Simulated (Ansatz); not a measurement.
# Run report: SnSe, geometry relaxation (part 2 of 2)

The same run, continued: SnSe (8 atoms in the cell); DFT PBE+D3(BJ), scalar-relativistic, plane waves, PAW, no spin polarisation (Ansatz 0.2.0); cutoff 420 eV, 4×8×8 k-mesh, Gaussian smearing of 0.02 eV. The structure derives from an entry of the Crystallography Open Database.

Geometry of the input (Å; fractional positions):
```
11.4881  0.0000  0.0000
0.0000  4.1704  0.0000
0.0000  0.0000  4.3857
Sn 0.1180  0.2500  0.0951
Sn 0.3820  0.7500  0.5951
Sn 0.6180  0.2500  0.4049
Sn 0.8820  0.7500  0.9049
Se 0.3571  0.2500  0.0222
Se 0.1429  0.7500  0.5222
Se 0.8571  0.2500  0.4778
Se 0.6429  0.7500  0.9778
```

## Output, continued
```
--- Stress (GPa, compression-positive) ---
        0.024234      -0.000000      -0.000000
       -0.000000      -0.004125       0.000000
       -0.000000       0.000000      -0.020482
  P = ⅓ Tr σ = -0.0001 GPa (-0.001 kbar)
--- Band table (eV; the first three rows and the last of 75) ---
  k-point 0: bands = ["-38.1237", "-38.1236", "-38.1236", "-38.1235", "-38.1221", "-38.1221", "-38.1220", "-38.1219", "-38.1065", "-38.1064", "-38.1064", "-38.1063", "-38.1040", "-38.1039", "-38.1039", "-38.1037", "-38.0989", "-38.0989", "-38.0987", "-38.0986", "-12.1123", "-12.0993", "-12.0978", "-12.0941", "-12.0922", "-12.0888", "-12.0876", "-12.0846", "-12.0806", "-12.0796", "-12.0779", "-12.0775", "-12.0655", "-12.0609", "-12.0481", "-12.0409", "-12.0387", "-12.0328", "-12.0245", "-12.0160", "-4.5595", "-4.1892", "-3.5433", "-3.0177", "2.0833", "3.2638", "3.6295", "4.2516", "4.4323", "5.8520", "5.8607", "5.9893", "6.3950", "6.4241", "6.9244", "7.4005", "7.6608", "7.9783", "8.5543", "8.6983", "9.8399", "12.2399", "12.4192", "12.4318", "12.6265", "12.7527", "13.5652", "13.8084", "13.9010", "14.0547", "14.6055", "15.1296"]
  k-point 1: bands = ["-38.1237", "-38.1236", "-38.1236", "-38.1235", "-38.1221", "-38.1221", "-38.1220", "-38.1219", "-38.1065", "-38.1064", "-38.1064", "-38.1063", "-38.1040", "-38.1039", "-38.1039", "-38.1037", "-38.0989", "-38.0988", "-38.0987", "-38.0986", "-12.1114", "-12.0983", "-12.0979", "-12.0935", "-12.0931", "-12.0904", "-12.0867", "-12.0850", "-12.0804", "-12.0795", "-12.0781", "-12.0754", "-12.0647", "-12.0611", "-12.0482", "-12.0405", "-12.0393", "-12.0333", "-12.0242", "-12.0163", "-4.4899", "-4.1261", "-3.5249", "-3.0265", "1.8259", "3.0821", "3.2973", "3.9738", "4.3636", "5.9120", "5.9680", "6.3711", "6.4925", "6.8911", "7.0032", "7.4743", "7.7085", "8.3014", "8.3951", "8.7349", "9.8599", "11.6603", "12.2673", "12.4788", "12.4877", "12.6589", "13.3599", "13.6106", "13.6775", "13.7929", "14.5377", "14.6917"]
  k-point 2: bands = ["-38.1237", "-38.1236", "-38.1236", "-38.1236", "-38.1221", "-38.1221", "-38.1220", "-38.1219", "-38.1065", "-38.1064", "-38.1064", "-38.1063", "-38.1040", "-38.1039", "-38.1038", "-38.1037", "-38.0989", "-38.0988", "-38.0987", "-38.0987", "-12.1090", "-12.0984", "-12.0960", "-12.0953", "-12.0934", "-12.0921", "-12.0861", "-12.0856", "-12.0821", "-12.0787", "-12.0760", "-12.0708", "-12.0636", "-12.0614", "-12.0480", "-12.0408", "-12.0395", "-12.0343", "-12.0232", "-12.0172", "-4.2939", "-3.9481", "-3.5005", "-3.0723", "1.3474", "2.4451", "2.7108", "3.4872", "4.5080", "6.1999", "6.2751", "6.7684", "6.9735", "7.1964", "7.3160", "7.8023", "8.0835", "8.1831", "8.6621", "8.9381", "10.1604", "10.6634", "11.3737", "11.5178", "12.2550", "12.3668", "12.7246", "12.7911", "13.6770", "13.8865", "14.0100", "14.4598"]
  k-point 74: bands = ["-38.1237", "-38.1237", "-38.1237", "-38.1237", "-38.1219", "-38.1219", "-38.1219", "-38.1219", "-38.1064", "-38.1064", "-38.1064", "-38.1064", "-38.1039", "-38.1039", "-38.1039", "-38.1039", "-38.0987", "-38.0987", "-38.0987", "-38.0987", "-12.1130", "-12.1130", "-12.1130", "-12.1130", "-12.0846", "-12.0846", "-12.0846", "-12.0846", "-12.0721", "-12.0721", "-12.0721", "-12.0721", "-12.0491", "-12.0491", "-12.0491", "-12.0491", "-12.0281", "-12.0281", "-12.0281", "-12.0281", "-3.2014", "-3.2014", "-3.2014", "-3.2014", "2.5747", "2.5747", "2.5747", "2.5747", "4.5464", "4.5464", "4.5464", "4.5464", "5.4223", "5.4223", "5.4223", "5.4223", "7.6748", "7.6748", "7.6748", "7.6748", "11.6852", "11.6852", "11.6852", "11.6852", "14.1469", "14.1469", "14.1469", "14.1469", "15.8299", "15.8299", "15.8299", "15.8299"]
--- Relaxed structure (2 steps of the walk, 2 accepted, 1 SCFs on fresh bases) ---
  F+E_penalty+E_count = -45979.51723526 eV   max|allowed force component| = 4.857e-3 eV/Å   (the final SCF, on the basis selected at the relaxed cell)
  cell:  # Å, volume = 209.8845 Å³
    - [11.481616872022755, -7.4432828980130675e-34, 1.1164924347019603e-33]
    - [-2.702061579595685e-34, 4.167510622942109, -1.2611618266896889e-19]
    - [4.2622894100782495e-34, -1.3262556607114133e-19, 4.386323155395037]
  atoms:
    - { symbol: Sn, position: [0.1176252655133578, 0.25, 0.09534160922661629] }
    - { symbol: Sn, position: [0.3823747344866422, 0.75, 0.5953416092266163] }
    - { symbol: Sn, position: [0.6176252655133578, 0.25, 0.4046583907733838] }
    - { symbol: Sn, position: [0.8823747344866423, 0.75, 0.9046583907733838] }
    - { symbol: Se, position: [0.35698250089291467, 0.25, 0.02303340173915727] }
    - { symbol: Se, position: [0.14301749910708547, 0.75, 0.5230334017391572] }
    - { symbol: Se, position: [0.8569825008929146, 0.25, 0.4769665982608428] }
    - { symbol: Se, position: [0.6430174991070855, 0.75, 0.9769665982608429] }
```

## Trajectory as extended XYZ (Å, eV, eV/Å), 3 frames, from step=1 to step=3
```
8
Lattice="11.4881 0.0000 0.0000 0.0000 4.1704 0.0000 0.0000 0.0000 4.3857" Properties=species:S:1:pos:R:3:forces:R:3 step=1 energy=-45979.51720 pressure_GPa=-0.00
Sn    1.3553    1.0426    0.4169   -0.0071   0.0000  -0.0047
Sn    4.3887    3.1278    2.6098    0.0071   0.0000  -0.0047
Sn    7.0994    1.0426    1.7759   -0.0071   0.0000   0.0047
Sn   10.1328    3.1278    3.9687    0.0071   0.0000   0.0047
Se    4.1025    1.0426    0.0976    0.0000   0.0000   0.0061
Se    1.6416    3.1278    2.2904    0.0000   0.0000   0.0061
Se    9.8465    1.0426    2.0953    0.0000   0.0000  -0.0061
Se    7.3856    3.1278    4.2881    0.0000   0.0000  -0.0061
8
Lattice="11.4816 0.0000 0.0000 0.0000 4.1675 0.0000 0.0000 0.0000 4.3863" Properties=species:S:1:pos:R:3:forces:R:3 step=2 energy=-45979.51727 pressure_GPa=-0.00
Sn    1.3505    1.0419    0.4182    0.0035   0.0000   0.0041
Sn    4.3903    3.1256    2.6114   -0.0035   0.0000   0.0041
Sn    7.0913    1.0419    1.7750    0.0035   0.0000  -0.0041
Sn   10.1311    3.1256    3.9681   -0.0035   0.0000  -0.0041
Se    4.0987    1.0419    0.1010    0.0019   0.0000  -0.0049
Se    1.6421    3.1256    2.2942   -0.0019   0.0000  -0.0049
Se    9.8395    1.0419    2.0921    0.0019   0.0000   0.0049
Se    7.3829    3.1256    4.2853   -0.0019   0.0000   0.0049
8
Lattice="11.4816 0.0000 0.0000 0.0000 4.1675 0.0000 0.0000 0.0000 4.3863" Properties=species:S:1:pos:R:3:forces:R:3 step=3 energy=-45979.51723 pressure_GPa=-0.00
Sn    1.3505    1.0419    0.4182    0.0035   0.0000   0.0041
Sn    4.3903    3.1256    2.6114   -0.0035   0.0000   0.0041
Sn    7.0913    1.0419    1.7750    0.0035   0.0000  -0.0041
Sn   10.1311    3.1256    3.9681   -0.0035   0.0000  -0.0041
Se    4.0987    1.0419    0.1010    0.0019   0.0000  -0.0049
Se    1.6421    3.1256    2.2942   -0.0019   0.0000  -0.0049
Se    9.8395    1.0419    2.0921    0.0019   0.0000   0.0049
Se    7.3829    3.1256    4.2853   -0.0019   0.0000   0.0049
```

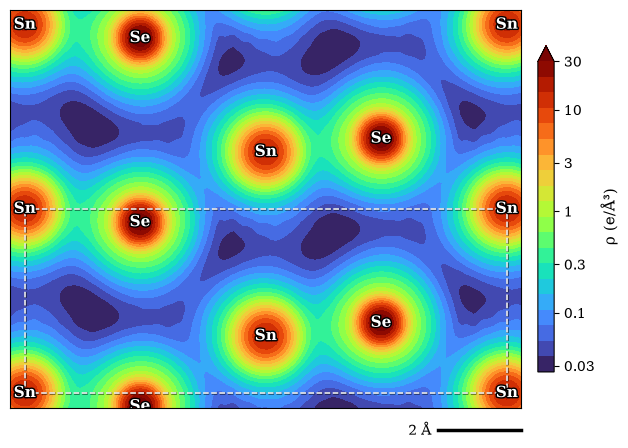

**Figure 1.** Valence charge density (pseudo) on the (010) plane of the conventional cell. Atoms in the plane: Sn and Se. Sn–Se (2.77 Å): the density is about 0.35 e/Å³ at the midpoint. Away from the nuclei the density in this plane falls to 0.03 e/Å³ at its lowest. Core electrons are frozen (PAW), so the fields are smoothed inside the atomic spheres.

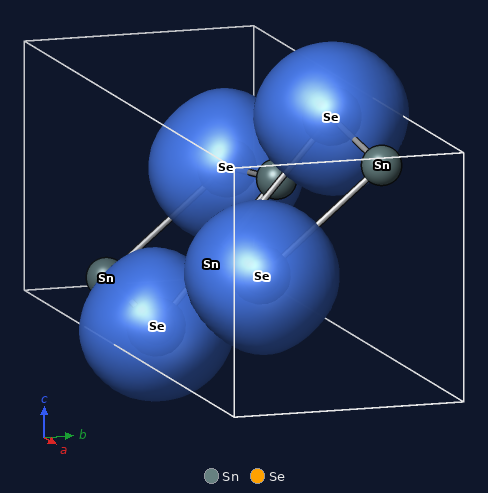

**Figure 2.** Isosurface of the ELF at 0.6 (blue), seen slightly off an axis. Only the valence region is drawn (cores and ρ < 0.01 e/Å³ removed). Sticks mark near contacts. The outline is the cell set on symmetry axes. Along the contacts the grid gives the following. Sn–Se (2.77 Å): the ELF is about 0.55 at the midpoint. Sn–Se (2.82 Å): the ELF peaks at about 0.80 in the valence shell of Se, 0.8 Å from its nucleus, and drops to about 0.25 between the two atoms.

## Results in brief

| quantity | value |
| --- | --- |
| outcome | converged |
| space group (tolerance 0.01 Å) | Pnma (62) |
| electrons treated | 120 |
| free energy | −45979.5172 eV |
| Fermi energy | 9.557 eV |
| gap on the k-point mesh | 0.57 eV |
| pressure | 0.00 GPa |
| final volume | 209.88 Å³ |
| largest force (length of the vector) at the end | 0.005 eV/Å |
| final cell | a = 11.482 Å, b = 4.168 Å, c = 4.386 Å, α = 90.00°, β = 90.00°, γ = 90.00° |
| wall time | 33 s (CPU time 65 s) |
| peak memory | 1.1 GiB |
